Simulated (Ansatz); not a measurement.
## Run report: RuSi₄₇, geometry relaxation (part 4 of 4)

The same run, continued: RuSi₄₇ (defect cell, 48 atoms in the cell); DFT PBE, scalar-relativistic, plane waves, PAW, spin-polarised (Ansatz 0.2.0); cutoff 420 eV, 2×2×2 k-mesh, Gaussian smearing of 0.02 eV, collinear spins. The structure derives from a Materials Project entry. It belongs to a series of runs on one base structure; here: Ru on a Si site (f), charge +0, atoms relaxed at the host's cell.

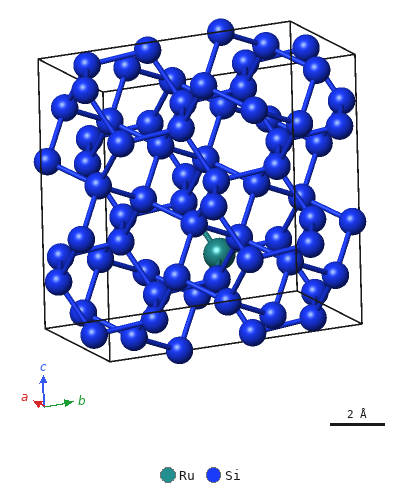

Figure 1. The geometry at step 4 of the log (ball-and-stick view of the cell of the calculation, seen at an oblique angle).

**Input file**
```yaml
crystal:
  lattice:
    - [7.7025612697, 1.0e-10, -6.3650227274]
    - [-3.8512806348, -6.6706137338, -6.3650227274]
    - [-3.8512806349, 6.6706137337, -6.3650227274]
  atoms:
    - { symbol: Ru, position: [0.1456896866, 0.4790230199, 0.3123563532], spin: 2.0 }
    - { symbol: Si, position: [0.3123563532, 0.6456896866, 0.9790230199] }
    - { symbol: Si, position: [0.9790230199, 0.3123563532, 0.6456896866] }
    - { symbol: Si, position: [0.8123563532, 0.6456896866, 0.4790230199] }
    - { symbol: Si, position: [0.4790230199, 0.3123563532, 0.1456896866] }
    - { symbol: Si, position: [0.6456896866, 0.4790230199, 0.8123563532] }
    - { symbol: Si, position: [0.3123563532, 0.1456896866, 0.4790230199] }
    - { symbol: Si, position: [0.9790230199, 0.8123563532, 0.1456896866] }
    - { symbol: Si, position: [0.1456896866, 0.9790230199, 0.8123563532] }
    - { symbol: Si, position: [0.6456896866, 0.9790230199, 0.3123563532] }
    - { symbol: Si, position: [0.8123563532, 0.1456896866, 0.9790230199] }
    - { symbol: Si, position: [0.4790230199, 0.8123563532, 0.6456896866] }
    - { symbol: Si, position: [0.1456896866, 0.3123563532, 0.9790230199] }
    - { symbol: Si, position: [0.3123563532, 0.4790230199, 0.6456896866] }
    - { symbol: Si, position: [0.9790230199, 0.1456896866, 0.3123563532] }
    - { symbol: Si, position: [0.8123563532, 0.4790230199, 0.1456896866] }
    - { symbol: Si, position: [0.4790230199, 0.1456896866, 0.8123563532] }
    - { symbol: Si, position: [0.6456896866, 0.3123563532, 0.4790230199] }
    - { symbol: Si, position: [0.3123563532, 0.9790230199, 0.1456896866] }
    - { symbol: Si, position: [0.9790230199, 0.6456896866, 0.8123563532] }
    - { symbol: Si, position: [0.1456896866, 0.8123563532, 0.4790230199] }
    - { symbol: Si, position: [0.6456896866, 0.8123563532, 0.9790230199] }
    - { symbol: Si, position: [0.8123563532, 0.9790230199, 0.6456896866] }
    - { symbol: Si, position: [0.4790230199, 0.6456896866, 0.3123563532] }
    - { symbol: Si, position: [0.0209769801, 0.3543103134, 0.1876436468] }
    - { symbol: Si, position: [0.1876436468, 0.5209769801, 0.8543103134] }
    - { symbol: Si, position: [0.8543103134, 0.1876436468, 0.5209769801] }
    - { symbol: Si, position: [0.6876436468, 0.5209769801, 0.3543103134] }
    - { symbol: Si, position: [0.3543103134, 0.1876436468, 0.0209769801] }
    - { symbol: Si, position: [0.5209769801, 0.3543103134, 0.6876436468] }
    - { symbol: Si, position: [0.1876436468, 0.0209769801, 0.3543103134] }
    - { symbol: Si, position: [0.8543103134, 0.6876436468, 0.0209769801] }
    - { symbol: Si, position: [0.0209769801, 0.8543103134, 0.6876436468] }
    - { symbol: Si, position: [0.5209769801, 0.8543103134, 0.1876436468] }
    - { symbol: Si, position: [0.6876436468, 0.0209769801, 0.8543103134] }
    - { symbol: Si, position: [0.3543103134, 0.6876436468, 0.5209769801] }
    - { symbol: Si, position: [0.0209769801, 0.1876436468, 0.8543103134] }
    - { symbol: Si, position: [0.1876436468, 0.3543103134, 0.5209769801] }
    - { symbol: Si, position: [0.8543103134, 0.0209769801, 0.1876436468] }
    - { symbol: Si, position: [0.6876436468, 0.3543103134, 0.0209769801] }
    - { symbol: Si, position: [0.3543103134, 0.0209769801, 0.6876436468] }
    - { symbol: Si, position: [0.5209769801, 0.1876436468, 0.3543103134] }
    - { symbol: Si, position: [0.1876436468, 0.8543103134, 0.0209769801] }
    - { symbol: Si, position: [0.8543103134, 0.5209769801, 0.6876436468] }
    - { symbol: Si, position: [0.0209769801, 0.6876436468, 0.3543103134] }
    - { symbol: Si, position: [0.5209769801, 0.6876436468, 0.8543103134] }
    - { symbol: Si, position: [0.6876436468, 0.8543103134, 0.5209769801] }
    - { symbol: Si, position: [0.3543103134, 0.5209769801, 0.1876436468] }
  host:
    lattice:
      - [3.8512806348, 0.0, 0.0]
      - [-1.9256403174, 3.3353068669, 0.0]
      - [0.0, 0.0, 6.3650227274]
    atoms:
      - { symbol: Si, position: [0.3333333333, 0.6666666667, 0.0629309403] }
      - { symbol: Si, position: [0.6666666667, 0.3333333333, 0.5629309403] }
      - { symbol: Si, position: [0.3333333333, 0.6666666667, 0.4370690597] }
      - { symbol: Si, position: [0.6666666667, 0.3333333333, 0.9370690597] }
basis:
  ecutwfc: 420
  xc_grid: 2
kpoints:
  mp_grid: { grid: [2, 2, 2], shift: [0.5, 0.5, 0.5] }
hamiltonian:
  xc: pbe
scf:
  occupations: { method: gaussian, width: 0.02 }
output:
  forces: true
  stress: false
  eigenvalues: true
  populations: true
  charged_corrections:
    defect_position: [0.14568969, 0.47902302, 0.31235635]
    epsilon: [[12.6179, 0.0, 0.0], [0.0, 12.6179, 0.0], [0.0, 0.0, 13.7065]]
  write_density: true
  write_potential: true
  elf: true
  volumetric_format: npy
magnetization:
  spin_polarized: true
relax:
  adjacent_minimum: "off"
  f_tol: 0.025
  max_steps: 45
```

Launch command:
```bash
ansatz run input.yaml --threads 4 --pin off --max-ram 6144MiB --backend cpu --events-out ev --progress --plain --runs-dir out
```

**Key numbers**

| quantity | value |
| --- | --- |
| outcome | converged |
| electrons treated | 204 |
| free energy | −35760.1487 eV |
| Fermi energy | 6.324 eV |
| gap on the k-point mesh | 0.98 eV |
| net moment of the cell | 0.00 μB |
| integrated absolute moment | 0.00 μB |
| final volume | 981.12 Å³ |
| largest force (length of the vector) at the end | 0.016 eV/Å |
| hardware | 4 threads of Arm Neoverse V1, 24 GiB of memory available, shared host |
| wall time | 2.5 min (CPU time 9.9 min) |
| peak memory | 2.9 GiB |

**Remarks**

Warnings of the run: some starting moments were not kept.
